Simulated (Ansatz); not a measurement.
# Geometry relaxation, with input and output: Al$_{7}$As$_{7}$H$_{4}$ (part 1 of 4)

- system: Al$_{7}$As$_{7}$H$_{4}$ (18 atoms in the cell)
- method: DFT PBE, scalar-relativistic, plane waves, PAW, no spin polarisation (Ansatz 0.2.0)

It belongs to a series of runs on one base structure; here: armchair ribbon, 7 formula units a period, edges capped with H. Figures and captions count atoms from 1; the log counts them from 0 in places.

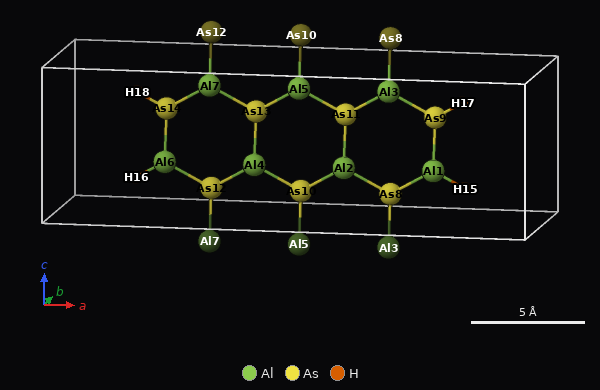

**Figure 1.** The starting structure (ball-and-stick view of the cell of the calculation, with the vacuum cut short, seen slightly off an axis; neighbours outside the cell are drawn fainter; atoms are numbered from 1 in the order of the input). An atom can appear more than once, as a periodic image.

Input file
```yaml
crystal:
  lattice:
    - [23.9, 0.0, 0.0]
    - [0.0, 9.7, 0.0]
    - [0.0, 0.0, 7.0291140696]
  atoms:
    - { symbol: Al, position: [0.754702567, 0.4774173181, 0.3333333333] }
    - { symbol: Al, position: [0.5849008557, 0.4774173181, 0.3333333333] }
    - { symbol: Al, position: [0.6698017113, 0.4774173181, 0.8333333333] }
    - { symbol: Al, position: [0.4150991443, 0.4774173181, 0.3333333333] }
    - { symbol: Al, position: [0.5, 0.4774173181, 0.8333333333] }
    - { symbol: Al, position: [0.245297433, 0.4774173181, 0.3333333333] }
    - { symbol: Al, position: [0.3301982887, 0.4774173181, 0.8333333333] }
    - { symbol: As, position: [0.6698017113, 0.5225826819, 0.1666666667] }
    - { symbol: As, position: [0.754702567, 0.5225826819, 0.6666666667] }
    - { symbol: As, position: [0.5, 0.5225826819, 0.1666666667] }
    - { symbol: As, position: [0.5849008557, 0.5225826819, 0.6666666667] }
    - { symbol: As, position: [0.3301982887, 0.5225826819, 0.1666666667] }
    - { symbol: As, position: [0.4150991443, 0.5225826819, 0.6666666667] }
    - { symbol: As, position: [0.245297433, 0.5225826819, 0.6666666667] }
    - { symbol: H, position: [0.811691499, 0.5077341604, 0.2214598395] }
    - { symbol: H, position: [0.188308501, 0.5077341604, 0.2214598395] }
    - { symbol: H, position: [0.8088420524, 0.4937816817, 0.7729464858] }
    - { symbol: H, position: [0.1911579476, 0.4937816817, 0.7729464858] }
basis:
  ecutwfc: 420
kpoints:
  mp_grid: { grid: [1, 1, 5] }
hamiltonian:
  xc: pbe
scf:
  occupations: { method: gaussian, width: 0.05 }
output:
  forces: true
  stress: true
  eigenvalues: true
  populations: true
  write_density: true
  write_potential: true
  elf: true
  volumetric_format: npy
relax:
  adjacent_minimum: "off"
  f_tol: 0.02
  max_steps: 45
  cell: { fix: [a, b, alpha, beta, gamma], stress_tol: 0.03 }
```

Machine: 4 threads of Arm Neoverse V1, 24 GiB of memory available, shared host.

Command:
```bash
ansatz run input.yaml --threads 4 --pin off --max-ram 11264MiB --backend cpu --events-out ev --progress --plain --runs-dir out
```

Log
```
Engine: ansatz 0.2.0, aarch64-unknown-linux-gnu
Pseudopotentials: kind: paw
Pseudopotential: Al, paw, valence charge 3, recommended cutoff 420 eV (normal), Al.paw.azcp
Pseudopotential: As, paw, valence charge 15, recommended cutoff 420 eV (normal), As.paw.azcp
Pseudopotential: H, paw, valence charge 1, recommended cutoff 420 eV (normal), H.paw.azcp
Functional definition: PBE
  parameter kappa = 0.804
  parameter beta = 0.06672455060314922
  exchange = pbe_x(kappa = kappa, mu = beta*pi^2/3)
  correlation = pbe_c(beta = beta)
Crystal: 18 atoms, lattice volume = 1629.560 Å³
Basis set: ecut = 420 eV, 31797 PW (Γ), exchange–correlation on 320×144×96 points (8 copies of the dense FFT grid, shifted against one another)
Bands: 83, of which v1, the nominal top of the filled ones, is band 65 counted from 1 (64 counted from 0)
Symmetry: 2 space group operations
Space group: Pm (ITA 6), of the structure as read, at distance tolerance 1.2e-4 Å
k-points: 3 of 5 (time reversal used)
Non-local potential: Al, projectors of the file, l = 0: 2, l = 1: 2, l = 2: 1
Non-local potential: As, projectors of the file, l = 0: 2, l = 1: 2, l = 2: 3, l = 3: 1
Non-local potential: H, projectors of the file, l = 0: 2, l = 1: 1
PAW form: soft (Blöchl's): semilocal exchange-correlation on the pseudo side does not see the compensation charge
PAW one-centre angular grid: Al, 110 points (default); XC on 64 Gauss nodes
PAW one-centre angular grid: As, 590 points (default); XC on 64 Gauss nodes
PAW one-centre angular grid: H, 110 points (default); XC on 64 Gauss nodes
Initial density: superposition of atomic densities (neutral atoms: chi_scale 0, normalization atom), corrected by the library's trained network
Initial wavefunctions: pseudopotential atomic-orbital guess
Functional: x = pbe(κ = 0.804, μ = 0.2195149727645171), c = pbe(β = 0.06672455060314922)
SCF iter   1: F=—  HF=-37816.810600 eV  |F-HF|=—  |Δ(HF+E_count)|=         —  Δρ=1.75e-3  dr2=9.41e-2  ethr=1.77e-3  ⟨swp⟩=8.0  Hψ=1094  notcnv=0  defer=2
preconditioner: auto → Resta (q_TF=auto, 1.790 Å⁻¹)  ε∞=1.9  [insulator: Δε(μ)=2.094 eV  Ē_g=7.678 eV  σ=0.050 eV  W_gap=1.00  n_scr=152 (ndim 8)  ℏωp=7.1 eV  f_vac=0.670  D(μ)=0.00/eV (n_scr^D=0)  ε∞_Penn≈1.9  vacuum switching on, ρ_ref=4.3e-3 e/Å³]
SCF iter   2: F=—  HF=-37816.812154 eV  |F-HF|=—  |Δ(HF+E_count)|=   1.55e-3  Δρ=7.55e-4  dr2=1.44e-2  ethr=7.24e-5  ⟨swp⟩=2.0  Hψ=380  notcnv=0  defer=29
SCF iter   3: F=—  HF=-37816.819849 eV  |F-HF|=—  |Δ(HF+E_count)|=   7.69e-3  Δρ=2.70e-4  dr2=5.90e-3  ethr=1.11e-5  ⟨swp⟩=2.0  Hψ=332  notcnv=0  defer=29
SCF iter   4: F=—  HF=-37816.819580 eV  |F-HF|=—  |Δ(HF+E_count)|=   2.69e-4  Δρ=1.14e-4  dr2=5.47e-4  ethr=4.54e-6  ⟨swp⟩=2.0  Hψ=272  notcnv=0  defer=29
SCF iter   5: F=—  HF=-37816.819762 eV  |F-HF|=—  |Δ(HF+E_count)|=   1.81e-4  Δρ=4.11e-5  dr2=3.18e-5  ethr=4.21e-7  ⟨swp⟩=2.0  Hψ=272  notcnv=0  defer=29
SCF iter   6: F=—  HF=-37816.819646 eV  |F-HF|=—  |Δ(HF+E_count)|=   1.15e-4  Δρ=1.10e-5  dr2=4.86e-6  ethr=2.45e-8  ⟨swp⟩=2.0  Hψ=339  notcnv=0  defer=29
SCF iter   7: F=—  HF=-37816.819647 eV  |F-HF|=—  |Δ(HF+E_count)|=   1.12e-6  Δρ=3.65e-6  dr2=2.46e-7  ethr=3.74e-9  ⟨swp⟩=2.0  Hψ=289  notcnv=0  defer=29
SCF iter   8: F=-37816.819648 eV  HF=-37816.819648 eV  |F-HF|=1.51e-8  |Δ(HF+E_count)|=   6.05e-7  Δρ=9.84e-7  dr2=3.66e-8  ethr=7.69e-11  ⟨swp⟩=21.7  Hψ=2028  notcnv=0
SCF 1 converged in 8 iterations: F = -37816.819648 eV  dr2 = 3.66e-8
  greatest PAW one-centre occupation: 0.999 electrons in one spin orbital (limit 2), on the As atom at site 13 (counted from 0), in its partial waves of l = 2
relax step   1: F+E_penalty+E_count = -37816.81964799 eV  Δ(F+E_penalty+E_count) = +0.000e0 eV  max|allowed force component| = 3.374e-1 eV/Å  Δτ_max = 0.0000 Å  P = -0.081 GPa  Ω = 1629.560 Å³  fix = [a, b, alpha, beta, gamma]  reactions: a -0.186, b +0.021 GPa; alpha +0.006 GPa/rad  (8 SCF iters, dr2 threshold 1.00e-7 eV, accepted)
Crystal: 18 atoms, lattice volume = 1630.068 Å³
Initial density: handed on by an earlier stage of this run
Initial wavefunctions: those handed on with the density
iter 1 solved again at ethr=1.99e-4 eV; its pass at ethr=3.10e-3 eV (dr2=2.59e-1 eV) is discarded
SCF iter   1: F=—  HF=-37817.085674 eV  |F-HF|=—  |Δ(HF+E_count)|=         —  Δρ=4.41e-3  dr2=2.61e-1  ethr=1.99e-4  ⟨swp⟩=3.3  Hψ=1250  notcnv=0
preconditioner: auto → Resta (q_TF=auto, 1.790 Å⁻¹)  ε∞=1.9  [insulator: Δε(μ)=2.150 eV  Ē_g=7.723 eV  σ=0.050 eV  W_gap=1.00  n_scr=152 (ndim 8)  ℏωp=7.1 eV  f_vac=0.669  D(μ)=0.00/eV (n_scr^D=0)  ε∞_Penn≈1.9  vacuum switching on, ρ_ref=4.3e-3 e/Å³]
SCF iter   2: F=—  HF=-37817.043967 eV  |F-HF|=—  |Δ(HF+E_count)|=   4.17e-2  Δρ=2.12e-3  dr2=5.41e-2  ethr=1.99e-4  ⟨swp⟩=3.7  Hψ=389  notcnv=0
SCF iter   3: F=—  HF=-37817.044021 eV  |F-HF|=—  |Δ(HF+E_count)|=   5.34e-5  Δρ=5.73e-4  dr2=2.78e-2  ethr=4.16e-5  ⟨swp⟩=3.7  Hψ=417  notcnv=0
SCF iter   4: F=—  HF=-37817.038742 eV  |F-HF|=—  |Δ(HF+E_count)|=   5.28e-3  Δρ=1.56e-4  dr2=7.22e-4  ethr=2.14e-5  ⟨swp⟩=2.3  Hψ=332  notcnv=0  defer=8
SCF iter   5: F=—  HF=-37817.038768 eV  |F-HF|=—  |Δ(HF+E_count)|=   2.59e-5  Δρ=6.44e-5  dr2=9.15e-5  ethr=5.55e-7  ⟨swp⟩=2.0  Hψ=306  notcnv=0  defer=8
SCF iter   6: F=—  HF=-37817.038792 eV  |F-HF|=—  |Δ(HF+E_count)|=   2.38e-5  Δρ=1.57e-5  dr2=5.84e-6  ethr=7.04e-8  ⟨swp⟩=2.0  Hψ=302  notcnv=0  defer=8
SCF iter   7: F=-37817.038795 eV  HF=-37817.038795 eV  |F-HF|=2.09e-7  |Δ(HF+E_count)|=   3.16e-6  Δρ=4.72e-6  dr2=5.29e-7  ethr=1.38e-9  ⟨swp⟩=19.0  Hψ=2431  notcnv=0
SCF 2 converged in 7 iterations: F = -37817.038795 eV  dr2 = 5.29e-7
[... from here on the iterations of each SCF are left out, up to the last one ...]
relax step   2: F+E_penalty+E_count = -37817.03879544 eV  Δ(F+E_penalty+E_count) = -2.191e-1 eV  max|allowed force component| = 3.448e-1 eV/Å  Δτ_max = 0.1935 Å  P = -0.039 GPa  Ω = 1630.068 Å³  energy of the carried Pulay correction = -3.353e-5 eV  fix = [a, b, alpha, beta, gamma]  reactions: a -0.090, b +0.033 GPa; alpha -0.013 GPa/rad  (7 SCF iters, dr2 threshold 1.80e-6 eV, accepted)
[... from here on the SCF iterations and repeated set-up lines of each step are left out, up to the last step ...]
SCF 3 converged in 6 iterations: F = -37817.168647 eV  dr2 = 1.26e-6
relax step   3: F+E_penalty+E_count = -37817.16864652 eV  Δ(F+E_penalty+E_count) = -1.299e-1 eV  max|allowed force component| = 4.034e-1 eV/Å  Δτ_max = 0.1747 Å  P = -0.018 GPa  Ω = 1628.774 Å³  energy of the carried Pulay correction = +5.182e-5 eV  fix = [a, b, alpha, beta, gamma]  reactions: a -0.073, b +0.035 GPa; alpha -0.022 GPa/rad  (6 SCF iters, dr2 threshold 1.80e-6 eV, accepted)
SCF 4 converged in 7 iterations: F = -37817.335446 eV  dr2 = 6.50e-7
relax step   4: F+E_penalty+E_count = -37817.33544639 eV  Δ(F+E_penalty+E_count) = -1.668e-1 eV  max|allowed force component| = 2.969e-1 eV/Å  Δτ_max = 0.1952 Å  P = -0.013 GPa  Ω = 1625.482 Å³  energy of the carried Pulay correction = +2.693e-4 eV  fix = [a, b, alpha, beta, gamma]  reactions: a -0.041, b +0.018 GPa; alpha -0.017 GPa/rad  (7 SCF iters, dr2 threshold 1.80e-6 eV, accepted)
SCF 5 converged in 7 iterations: F = -37817.420879 eV  dr2 = 7.95e-7
relax step   5: F+E_penalty+E_count = -37817.42087939 eV  Δ(F+E_penalty+E_count) = -8.543e-2 eV  max|allowed force component| = 1.611e-1 eV/Å  Δτ_max = 0.1956 Å  P = -0.019 GPa  Ω = 1621.941 Å³  energy of the carried Pulay correction = +5.038e-4 eV  fix = [a, b, alpha, beta, gamma]  reactions: a -0.039, b +0.039 GPa; alpha +0.026 GPa/rad  (7 SCF iters, dr2 threshold 1.80e-6 eV, accepted)
SCF 6 converged in 7 iterations: F = -37817.284253 eV  dr2 = 9.64e-7
relax step   6: F+E_penalty+E_count = -37817.28425266 eV  Δ(F+E_penalty+E_count) = +1.366e-1 eV  max|allowed force component| = 1.158e0 eV/Å  Δτ_max = 0.1964 Å  P = -0.226 GPa  Ω = 1619.482 Å³  energy of the carried Pulay correction = +6.669e-4 eV  fix = [a, b, alpha, beta, gamma]  (7 SCF iters, dr2 threshold 1.62e-6 eV, rejected (line search))
SCF 7 converged in 11 iterations: F = -37817.448224 eV  dr2 = 2.18e-11
relax step   7: F+E_penalty+E_count = -37817.44822437 eV  Δ(F+E_penalty+E_count) = -2.734e-2 eV  max|allowed force component| = 1.344e-1 eV/Å  Δτ_max = 0.0982 Å  P = -0.012 GPa  Ω = 1621.497 Å³  energy of the carried Pulay correction = +5.332e-4 eV  fix = [a, b, alpha, beta, gamma]  reactions: a -0.032, b +0.042 GPa; alpha +0.021 GPa/rad  (11 SCF iters, accepted)
SCF 8 converged in 7 iterations: F = -37817.473752 eV  dr2 = 1.87e-7
relax step   8: F+E_penalty+E_count = -37817.47375190 eV  Δ(F+E_penalty+E_count) = -2.553e-2 eV  max|allowed force component| = 5.555e-2 eV/Å  Δτ_max = 0.0974 Å  P = -0.013 GPa  Ω = 1619.751 Å³  energy of the carried Pulay correction = +6.490e-4 eV  fix = [a, b, alpha, beta, gamma]  reactions: a -0.043, b +0.015 GPa; alpha -0.004 GPa/rad  (7 SCF iters, dr2 threshold 1.13e-6 eV, accepted)
SCF 9 converged in 8 iterations: F = -37817.505162 eV  dr2 = 3.84e-8
relax step   9: F+E_penalty+E_count = -37817.50516207 eV  Δ(F+E_penalty+E_count) = -3.141e-2 eV  max|allowed force component| = 9.258e-2 eV/Å  Δτ_max = 0.1471 Å  P = -0.018 GPa  Ω = 1618.006 Å³  energy of the carried Pulay correction = +7.649e-4 eV  fix = [a, b, alpha, beta, gamma]  reactions: a -0.067, b +0.023 GPa; alpha +0.013 GPa/rad  (8 SCF iters, dr2 threshold 1.93e-7 eV, accepted)
SCF 10 converged in 8 iterations: F = -37817.549088 eV  dr2 = 9.44e-8
relax step  10: F+E_penalty+E_count = -37817.54908840 eV  Δ(F+E_penalty+E_count) = -4.393e-2 eV  max|allowed force component| = 1.158e-1 eV/Å  Δτ_max = 0.1954 Å  P = -0.019 GPa  Ω = 1615.642 Å³  energy of the carried Pulay correction = +9.221e-4 eV  fix = [a, b, alpha, beta, gamma]  reactions: a -0.080, b +0.012 GPa; alpha -0.019 GPa/rad  (8 SCF iters, dr2 threshold 5.36e-7 eV, accepted)
SCF 11 converged in 8 iterations: F = -37817.588954 eV  dr2 = 9.70e-8
relax step  11: F+E_penalty+E_count = -37817.58895399 eV  Δ(F+E_penalty+E_count) = -3.987e-2 eV  max|allowed force component| = 9.476e-2 eV/Å  Δτ_max = 0.1969 Å  P = -0.041 GPa  Ω = 1614.153 Å³  energy of the carried Pulay correction = +1.021e-3 eV  fix = [a, b, alpha, beta, gamma]  reactions: a -0.114, b +0.013 GPa; alpha +0.006 GPa/rad  (8 SCF iters, dr2 threshold 8.39e-7 eV, accepted)
SCF 12 converged in 8 iterations: F = -37817.630291 eV  dr2 = 1.07e-7
relax step  12: F+E_penalty+E_count = -37817.63029117 eV  Δ(F+E_penalty+E_count) = -4.134e-2 eV  max|allowed force component| = 1.532e-1 eV/Å  Δτ_max = 0.1939 Å  P = -0.080 GPa  Ω = 1612.292 Å³  energy of the carried Pulay correction = +1.145e-3 eV  fix = [a, b, alpha, beta, gamma]  reactions: a -0.177, b -0.006 GPa; alpha -0.011 GPa/rad  (8 SCF iters, dr2 threshold 5.61e-7 eV, accepted)
SCF 13 converged in 7 iterations: F = -37817.672567 eV  dr2 = 8.50e-7
relax step  13: F+E_penalty+E_count = -37817.67256667 eV  Δ(F+E_penalty+E_count) = -4.228e-2 eV  max|allowed force component| = 8.825e-2 eV/Å  Δτ_max = 0.1931 Å  P = -0.069 GPa  Ω = 1610.925 Å³  energy of the carried Pulay correction = +1.236e-3 eV  fix = [a, b, alpha, beta, gamma]  reactions: a -0.138, b +0.000 GPa; alpha -0.012 GPa/rad  (7 SCF iters, dr2 threshold 1.47e-6 eV, accepted)
SCF 14 converged in 8 iterations: F = -37817.713141 eV  dr2 = 1.03e-7
relax step  14: F+E_penalty+E_count = -37817.71314057 eV  Δ(F+E_penalty+E_count) = -4.057e-2 eV  max|allowed force component| = 7.101e-2 eV/Å  Δτ_max = 0.1970 Å  P = -0.065 GPa  Ω = 1608.936 Å³  energy of the carried Pulay correction = +1.369e-3 eV  fix = [a, b, alpha, beta, gamma]  reactions: a -0.135, b +0.007 GPa; alpha -0.003 GPa/rad  (8 SCF iters, dr2 threshold 4.87e-7 eV, accepted)
SCF 15 converged in 8 iterations: F = -37817.750626 eV  dr2 = 8.27e-8
relax step  15: F+E_penalty+E_count = -37817.75062596 eV  Δ(F+E_penalty+E_count) = -3.749e-2 eV  max|allowed force component| = 1.354e-1 eV/Å  Δτ_max = 0.1914 Å  P = -0.071 GPa  Ω = 1606.351 Å³  energy of the carried Pulay correction = +1.542e-3 eV  fix = [a, b, alpha, beta, gamma]  reactions: a -0.122, b -0.026 GPa; alpha -0.003 GPa/rad  (8 SCF iters, dr2 threshold 3.15e-7 eV, accepted)
SCF 16 converged in 7 iterations: F = -37817.789099 eV  dr2 = 9.67e-7
relax step  16: F+E_penalty+E_count = -37817.78909930 eV  Δ(F+E_penalty+E_count) = -3.847e-2 eV  max|allowed force component| = 2.192e-1 eV/Å  Δτ_max = 0.1978 Å  P = -0.054 GPa  Ω = 1603.209 Å³  energy of the carried Pulay correction = +1.753e-3 eV  fix = [a, b, alpha, beta, gamma]  reactions: a -0.095, b -0.023 GPa; alpha -0.016 GPa/rad  (7 SCF iters, dr2 threshold 1.15e-6 eV, accepted)
SCF 17 converged in 7 iterations: F = -37817.828241 eV  dr2 = 1.03e-6
relax step  17: F+E_penalty+E_count = -37817.82824112 eV  Δ(F+E_penalty+E_count) = -3.914e-2 eV  max|allowed force component| = 2.944e-1 eV/Å  Δτ_max = 0.1991 Å  P = -0.099 GPa  Ω = 1599.634 Å³  energy of the carried Pulay correction = +1.993e-3 eV  fix = [a, b, alpha, beta, gamma]  reactions: a -0.135, b -0.083 GPa; alpha -0.027 GPa/rad  (7 SCF iters, dr2 threshold 1.80e-6 eV, accepted)
SCF 18 converged in 7 iterations: F = -37817.883858 eV  dr2 = 1.00e-6
relax step  18: F+E_penalty+E_count = -37817.88385848 eV  Δ(F+E_penalty+E_count) = -5.562e-2 eV  max|allowed force component| = 2.399e-1 eV/Å  Δτ_max = 0.1950 Å  P = -0.101 GPa  Ω = 1595.389 Å³  energy of the carried Pulay correction = +2.278e-3 eV  fix = [a, b, alpha, beta, gamma]  reactions: a -0.151, b -0.050 GPa; alpha -0.038 GPa/rad  (7 SCF iters, dr2 threshold 1.80e-6 eV, accepted)
SCF 19 converged in 7 iterations: F = -37817.980333 eV  dr2 = 1.27e-6
relax step  19: F+E_penalty+E_count = -37817.98033294 eV  Δ(F+E_penalty+E_count) = -9.647e-2 eV  max|allowed force component| = 2.022e-1 eV/Å  Δτ_max = 0.1929 Å  P = -0.130 GPa  Ω = 1589.270 Å³  energy of the carried Pulay correction = +2.691e-3 eV  fix = [a, b, alpha, beta, gamma]  reactions: a -0.194, b -0.033 GPa; alpha -0.025 GPa/rad  (7 SCF iters, dr2 threshold 1.80e-6 eV, accepted)
SCF 20 converged in 7 iterations: F = -37818.067970 eV  dr2 = 1.18e-6
```
